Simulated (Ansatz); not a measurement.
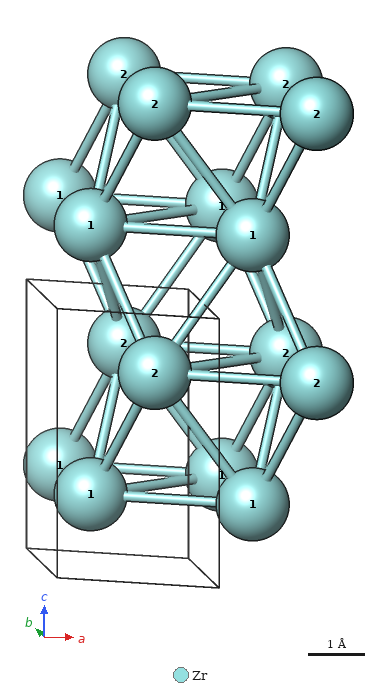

This is a symmetric starting cell of Zr (made from another compound by putting Zr in place of Ti). Style: ball-and-stick. Shown: the cell of the calculation, repeated 2 × 2 × 2 with one cell outlined, slightly off an axis.

Method: DFT PBE, scalar-relativistic, plane waves, PAW in Ansatz 0.2.0. Set-up: plane-wave cutoff 420 eV; k-point mesh 15 × 15 × 8; occupations gaussian; smearing width 0.1 eV; no spin polarisation.

Now this is done to it. All lengths are scaled by +1.2 % (volume +3.6 %), the atoms keeping their fractional coordinates. No relaxation follows. The starting cell wasn't computed here and needn't be at equilibrium, so pressure and forces aren't due to the change alone.

Q: What does the calculation give for the changed structure?

A: Near-neighbour distances before and after: Zr–Zr 3.116 → 3.153 Å, Zr–Zr 3.060 → 3.096 Å. The space group stays P6_3/mmc (No. 194). The pressure is 8.8 GPa (not all of it need come from the change, since the unchanged cell can be under pressure at this level too). The principal stresses (compression positive) are 10.0 GPa along c and 8.2 GPa across it. All forces vanish by symmetry.
